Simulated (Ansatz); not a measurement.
**What a change does: single-point calculation on Hf3S8**

System: Hf3S8 (defect cell, 11 atoms in the cell, total charge −4).
Method of run A: DFT PBEsol, scalar-relativistic, plane waves, PAW, no spin polarisation (Ansatz 0.2.0).

The structure derives from a Materials Project entry. Text and figures count atoms from 1; the logs count them from 0 in places.

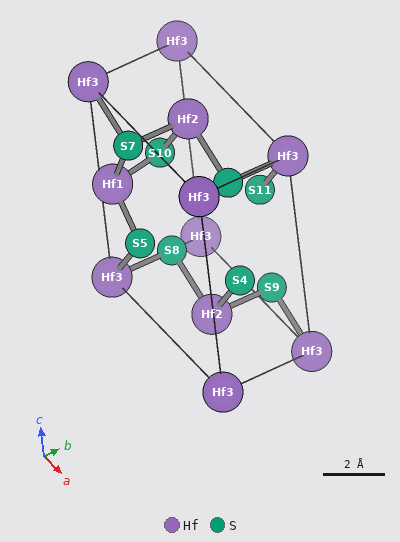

**Figure 1.** The structure (ball-and-stick view of the cell of the calculation, seen slightly off an axis; atoms are numbered from 1 in the order of the input). Near neighbours in the crystal (not all of them lie inside the picture): Hf has 6 S at 2.23 to 2.87 Å; S has 2 Hf at 2.23 to 2.87 Å; S has 3 Hf at 2.53 to 2.57 Å.

Input file, run A:
```yaml
crystal:
  lattice:
    - [-1.7964133763, 3.1114792391, -5.9458943926]
    - [-1.7964133763, 3.1114792391, 5.9458943926]
    - [7.185653505, 0.0, 0.0]
  atoms:
    - { symbol: Hf, position: [0.0625, 0.0625, 0.5] }
    - { symbol: Hf, position: [0.5, 0.5, 0.0] }
    - { symbol: Hf, position: [0.0, 0.0, 0.0] }
    - { symbol: S, position: [0.7885426398, 0.5447906936, 0.3333333333] }
    - { symbol: S, position: [0.2885426398, 0.0447906936, 0.3333333333] }
    - { symbol: S, position: [0.7885426398, 0.5447906936, 0.8333333333] }
    - { symbol: S, position: [0.2885426398, 0.0447906936, 0.8333333333] }
    - { symbol: S, position: [0.2114573602, 0.4552093064, 0.1666666667] }
    - { symbol: S, position: [0.7114573602, 0.9552093064, 0.1666666667] }
    - { symbol: S, position: [0.2114573602, 0.4552093064, 0.6666666667] }
    - { symbol: S, position: [0.7114573602, 0.9552093064, 0.6666666667] }
total_charge: -4
basis:
  ecutwfc: 420
kpoints:
  mp_grid: { grid: [4, 4, 4] }
hamiltonian:
  xc: pbesol
scf:
  occupations: { method: gaussian, width: 0.05 }
output:
  forces: true
  stress: true
  eigenvalues: true
  write_density: true
  write_potential: true
  elf: true
  volumetric_format: npy
```

Command:
```bash
ansatz run input.yaml --threads 4 --pin off --max-ram 8192MiB --backend cpu --events-out ev --progress --plain --runs-dir out
```

Hardware: 4 threads of Intel Xeon (Sapphire Rapids), 64 GiB of memory available, shared host.

Output, shortened to warnings, some set-up lines, iterations and results (run A):
```
Basis set: ecut = 420 eV, 5183 PW (Γ), exchange–correlation on 96×96×100 points (8 copies of the dense FFT grid, shifted against one another)
Symmetry: 2 space group operations
k-points: 24 of 64 (time reversal used)
Initial density: superposition of atomic densities (neutral atoms scaled as one to the charged cell's electrons: chi_scale 0, normalization atom), corrected by the library's trained network
[...]
SCF iter   1: F=—  HF=-53889.875072 eV  |F-HF|=—  |Δ(HF+E_count)|=         —  Δρ=1.38e-1  dr2=1.19e2  ethr=1.77e-3  ⟨swp⟩=6.5  Hψ=8130  notcnv=0  defer=27
SCF iter   2: F=—  HF=-53860.239257 eV  |F-HF|=—  |Δ(HF+E_count)|=    2.96e1  Δρ=3.70e-2  dr2=1.35e1  ethr=1.77e-3  ⟨swp⟩=4.5  Hψ=5363  notcnv=0  defer=148
SCF iter   3: F=—  HF=-53854.758436 eV  |F-HF|=—  |Δ(HF+E_count)|=    5.48e0  Δρ=2.20e-2  dr2=2.02e0  ethr=1.77e-3  ⟨swp⟩=4.4  Hψ=4860  notcnv=0  defer=147
SCF iter   4: F=—  HF=-53853.979709 eV  |F-HF|=—  |Δ(HF+E_count)|=   7.79e-1  Δρ=1.11e-2  dr2=5.05e-1  ethr=1.56e-3  ⟨swp⟩=3.9  Hψ=4077  notcnv=0  defer=148
SCF iter   5: F=—  HF=-53854.201099 eV  |F-HF|=—  |Δ(HF+E_count)|=   2.21e-1  Δρ=7.62e-3  dr2=5.39e-1  ethr=3.88e-4  ⟨swp⟩=4.0  Hψ=3689  notcnv=0  defer=148
SCF iter   6: F=—  HF=-53854.101036 eV  |F-HF|=—  |Δ(HF+E_count)|=   1.00e-1  Δρ=2.53e-3  dr2=5.19e-2  ethr=3.88e-4  ⟨swp⟩=3.4  Hψ=2471  notcnv=0  defer=149
SCF iter   7: F=—  HF=-53854.096288 eV  |F-HF|=—  |Δ(HF+E_count)|=   4.75e-3  Δρ=9.51e-4  dr2=3.57e-3  ethr=3.99e-5  ⟨swp⟩=2.9  Hψ=3514  notcnv=0  defer=147
SCF iter   8: F=—  HF=-53854.093419 eV  |F-HF|=—  |Δ(HF+E_count)|=   2.87e-3  Δρ=3.97e-4  dr2=8.39e-4  ethr=2.75e-6  ⟨swp⟩=2.0  Hψ=3251  notcnv=0  defer=147
SCF iter   9: F=—  HF=-53854.093827 eV  |F-HF|=—  |Δ(HF+E_count)|=   4.08e-4  Δρ=1.70e-4  dr2=1.30e-4  ethr=6.45e-7  ⟨swp⟩=2.0  Hψ=3285  notcnv=0  defer=147
SCF iter  10: F=—  HF=-53854.093864 eV  |F-HF|=—  |Δ(HF+E_count)|=   3.73e-5  Δρ=5.41e-5  dr2=9.85e-6  ethr=1.00e-7  ⟨swp⟩=2.0  Hψ=2565  notcnv=0  defer=147
SCF iter  11: F=—  HF=-53854.093728 eV  |F-HF|=—  |Δ(HF+E_count)|=   1.36e-4  Δρ=1.85e-5  dr2=1.54e-6  ethr=7.58e-9  ⟨swp⟩=2.0  Hψ=3324  notcnv=0  defer=147
SCF iter  12: F=—  HF=-53854.093729 eV  |F-HF|=—  |Δ(HF+E_count)|=   1.45e-6  Δρ=5.73e-6  dr2=1.25e-7  ethr=1.18e-9  ⟨swp⟩=2.0  Hψ=2902  notcnv=0  defer=147
SCF iter  13: F=-53854.093729 eV  HF=-53854.093729 eV  |F-HF|=3.85e-8  |Δ(HF+E_count)|=   3.36e-8  Δρ=2.04e-6  dr2=1.30e-8  ethr=7.69e-11  ⟨swp⟩=18.9  Hψ=16738  notcnv=0
SCF 1 converged in 13 iterations: F = -53854.093729 eV  dr2 = 1.30e-8
SCF converged after 13 iterations
Free energy (F): -53854.093729 eV
Harris-Foulkes:  -53854.093729 eV  (|F-HF|=3.85e-8)
Internal energy: -53854.093729 eV  (E = F + TS)
E sigma→0 (E₀):  -53854.093729 eV
Fermi energy:    7.943230 eV
--- Per-component energies (eV) ---
  E_band       = -787.546596
  E_kinetic    = 2178.625196
  E_local      = -26700.374100  (includes V_loc(G=0)·N_el)
  E_nonlocal   = -3478.899722
  E_hartree    = 12272.634377
  E_xc         = -1699.215401
  E_vxc        = -1544.767130  (∫ρ·V_xc dr)
  E_paw        = -25099.631506  (= ΣΔE_a)
  E_vpaw       = 4212.610443  (= ΣTr[D̂ρ^β])
  E_aug_tail   = 0.000009  (compensation charges beyond the density's cutoff)
  E_ewald      = -11331.481450
  E_core_change = 4.248869  (= ΣΔE_core)
  E_smearing   = -0.000000  (= −TS)
  E_closure    = -0.000000  (closes the sum)
  E_deformation_potential = -55.375900  (in the stress; not in F)
  Σ components = -53854.093729   (vs F -53854.093729, Δ=0.00e0)
--- Forces (eV/Å), atoms counted from 1 ---
  atom   1  Hf     2.33957532    -4.05226332     0.00000000
  atom   2  Hf     1.36405214     1.01512312    -0.95476297
  atom   3  Hf    -1.56114848    -0.67374225     0.95476297
  atom   4  S     -0.90533343     0.17993840     0.91320442
  atom   5  S     -1.44574810     0.53874542    -1.15914549
  atom   6  S      0.54394181     0.42216811     0.72277183
  atom   7  S     -0.37332170     0.07418126     0.01155086
  atom   8  S     -0.63757921    -0.25998338    -0.72277183
  atom   9  S      0.12241800     0.36039670    -0.01155086
  atom  10  S      0.25630683     1.52142729     1.15914549
  atom  11  S      0.29683549     0.87401095    -0.91320442
  max |Σ_I F_I| component: 2.29e-6 eV/Å
--- Stress (GPa, compression-positive) ---
       -4.610186      -0.246059       2.032976
       -0.246059      -4.326061       1.173739
        2.032976       1.173739      -3.365732
  P = ⅓ Tr σ = -4.1007 GPa (-41.007 kbar)
```

For run B the input was changed thus:
```diff
-    - { symbol: Hf, position: [0.0625, 0.0625, 0.5] }
+    - { symbol: Hf, position: [-0.0281216725, -0.0281216725, 0.4437566551] }
```

How does run B compare with run A?

With the same functional and potentials, run B lies 14.1 meV per atom lower. The largest force goes from 4.679 to 4.766 eV/Å. The number of SCF iterations is the same.

Output, shortened to warnings, some set-up lines, iterations and results (run B):
```
Basis set: ecut = 420 eV, 5183 PW (Γ), exchange–correlation on 96×96×100 points (8 copies of the dense FFT grid, shifted against one another)
Symmetry: 2 space group operations
k-points: 24 of 64 (time reversal used)
Initial density: superposition of atomic densities (neutral atoms scaled as one to the charged cell's electrons: chi_scale 0, normalization atom), corrected by the library's trained network
[...]
SCF iter   1: F=—  HF=-53890.295441 eV  |F-HF|=—  |Δ(HF+E_count)|=         —  Δρ=1.38e-1  dr2=1.20e2  ethr=1.77e-3  ⟨swp⟩=6.7  Hψ=8167  notcnv=0  defer=27
SCF iter   2: F=—  HF=-53860.381500 eV  |F-HF|=—  |Δ(HF+E_count)|=    2.99e1  Δρ=3.71e-2  dr2=1.36e1  ethr=1.77e-3  ⟨swp⟩=4.4  Hψ=5312  notcnv=0  defer=154
SCF iter   3: F=—  HF=-53854.904862 eV  |F-HF|=—  |Δ(HF+E_count)|=    5.48e0  Δρ=2.19e-2  dr2=1.97e0  ethr=1.77e-3  ⟨swp⟩=4.0  Hψ=4818  notcnv=0  defer=154
SCF iter   4: F=—  HF=-53854.133450 eV  |F-HF|=—  |Δ(HF+E_count)|=   7.71e-1  Δρ=1.11e-2  dr2=5.00e-1  ethr=1.51e-3  ⟨swp⟩=3.7  Hψ=4055  notcnv=0  defer=154
SCF iter   5: F=—  HF=-53854.352050 eV  |F-HF|=—  |Δ(HF+E_count)|=   2.19e-1  Δρ=7.52e-3  dr2=5.24e-1  ethr=3.85e-4  ⟨swp⟩=3.9  Hψ=3621  notcnv=0  defer=154
SCF iter   6: F=—  HF=-53854.254650 eV  |F-HF|=—  |Δ(HF+E_count)|=   9.74e-2  Δρ=2.29e-3  dr2=4.16e-2  ethr=3.85e-4  ⟨swp⟩=3.6  Hψ=2444  notcnv=0  defer=154
SCF iter   7: F=—  HF=-53854.250407 eV  |F-HF|=—  |Δ(HF+E_count)|=   4.24e-3  Δρ=6.72e-4  dr2=1.99e-3  ethr=3.20e-5  ⟨swp⟩=2.0  Hψ=3403  notcnv=0  defer=154
SCF iter   8: F=—  HF=-53854.249316 eV  |F-HF|=—  |Δ(HF+E_count)|=   1.09e-3  Δρ=3.85e-4  dr2=8.82e-4  ethr=1.53e-6  ⟨swp⟩=2.1  Hψ=3308  notcnv=0  defer=154
SCF iter   9: F=—  HF=-53854.249481 eV  |F-HF|=—  |Δ(HF+E_count)|=   1.65e-4  Δρ=1.59e-4  dr2=9.90e-5  ethr=6.78e-7  ⟨swp⟩=2.0  Hψ=3278  notcnv=0  defer=154
SCF iter  10: F=—  HF=-53854.249359 eV  |F-HF|=—  |Δ(HF+E_count)|=   1.22e-4  Δρ=4.53e-5  dr2=8.54e-6  ethr=7.62e-8  ⟨swp⟩=2.0  Hψ=2562  notcnv=0  defer=154
SCF iter  11: F=—  HF=-53854.249365 eV  |F-HF|=—  |Δ(HF+E_count)|=   5.81e-6  Δρ=1.81e-5  dr2=1.46e-6  ethr=6.57e-9  ⟨swp⟩=2.0  Hψ=3278  notcnv=0  defer=154
SCF iter  12: F=—  HF=-53854.249366 eV  |F-HF|=—  |Δ(HF+E_count)|=   1.31e-6  Δρ=5.69e-6  dr2=1.22e-7  ethr=1.12e-9  ⟨swp⟩=2.0  Hψ=2943  notcnv=0  defer=154
SCF iter  13: F=-53854.249366 eV  HF=-53854.249366 eV  |F-HF|=4.83e-8  |Δ(HF+E_count)|=   1.99e-8  Δρ=2.05e-6  dr2=1.53e-8  ethr=7.69e-11  ⟨swp⟩=19.0  Hψ=17128  notcnv=0
SCF 1 converged in 13 iterations: F = -53854.249366 eV  dr2 = 1.53e-8
SCF converged after 13 iterations
Free energy (F): -53854.249366 eV
Harris-Foulkes:  -53854.249366 eV  (|F-HF|=4.83e-8)
Internal energy: -53854.249366 eV  (E = F + TS)
E sigma→0 (E₀):  -53854.249366 eV
Fermi energy:    7.859665 eV
--- Per-component energies (eV) ---
  E_band       = -790.087933
  E_kinetic    = 2176.960753
  E_local      = -26795.713185  (includes V_loc(G=0)·N_el)
  E_nonlocal   = -3479.239248
  E_hartree    = 12319.335543
  E_xc         = -1698.740487
  E_vxc        = -1544.164156  (∫ρ·V_xc dr)
  E_paw        = -25099.228370  (= ΣΔE_a)
  E_vpaw       = 4213.411329  (= ΣTr[D̂ρ^β])
  E_aug_tail   = 0.000008  (compensation charges beyond the density's cutoff)
  E_ewald      = -11281.873251
  E_core_change = 4.248869  (= ΣΔE_core)
  E_smearing   = -0.000000  (= −TS)
  E_closure    = -0.000000  (closes the sum)
  E_deformation_potential = -55.375900  (in the stress; not in F)
  Σ components = -53854.249366   (vs F -53854.249366, Δ=0.00e0)
--- Forces (eV/Å), atoms counted from 1 ---
  atom   1  Hf     3.99565289     2.30689127    -1.19369937
  atom   2  Hf    -0.92149458    -1.81485733    -0.13366571
  atom   3  Hf    -2.03245984     0.10939095    -0.13366571
  atom   4  S     -0.43088992     0.16179773     0.42132808
  atom   5  S     -0.07532402    -0.45406048     0.42132808
  atom   6  S      0.58753537     0.33921371     0.78839646
  atom   7  S      0.08679589     0.05011163     0.22813485
  atom   8  S     -0.50482768    -0.29146240    -0.74128802
  atom   9  S     -1.34293656    -0.77534479     1.91144369
  atom  10  S      0.58130083    -0.27018238    -0.78416868
  atom  11  S      0.05666561     0.63851247    -0.78416868
  max |Σ_I F_I| component: 2.50e-5 eV/Å
--- Stress (GPa, compression-positive) ---
       -4.335011       0.718649      -1.185981
        0.718649      -5.164835      -0.684726
       -1.185981      -0.684726      -4.505258
  P = ⅓ Tr σ = -4.6684 GPa (-46.684 kbar)
```

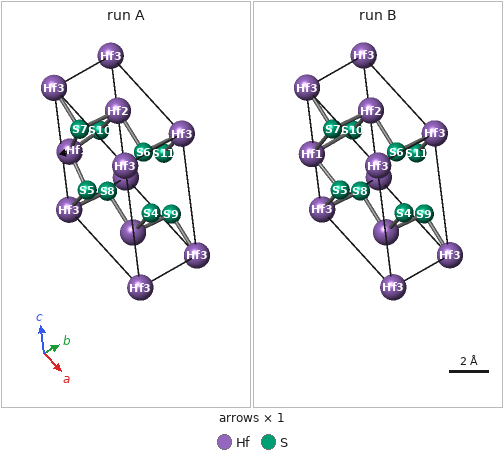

**Figure 2.** The two input geometries at one scale (ball-and-stick view of the cell of the calculation, seen slightly off an axis). The black arrows on the first give the shifts of the atoms relative to the cell, at true length. Hf1 moves most: 0.57 Å. S stays in place. The cell doesn't change. Among the contacts that change: Hf1–S10 2.234 → 2.693 Å, Hf1–S4 2.867 → 2.408 Å, Hf1–S9 2.570 → 2.253 Å, Hf1–S7 2.570 → 2.825 Å.

The two runs side by side:

```csv
quantity,run A,run B
outcome,converged,converged
free energy per atom (eV),−4895.8267,−4895.8409
gap on the mesh (eV),0.52,0.52
largest force (eV/Å),4.679,4.766
SCF iterations,13,13
irreducible k-points,24,24
plane waves at Γ,5183,5183
wall time (shared host),13 s,14 s
```

For both runs: Spin–orbit coupling is left out, which matters for Hf.
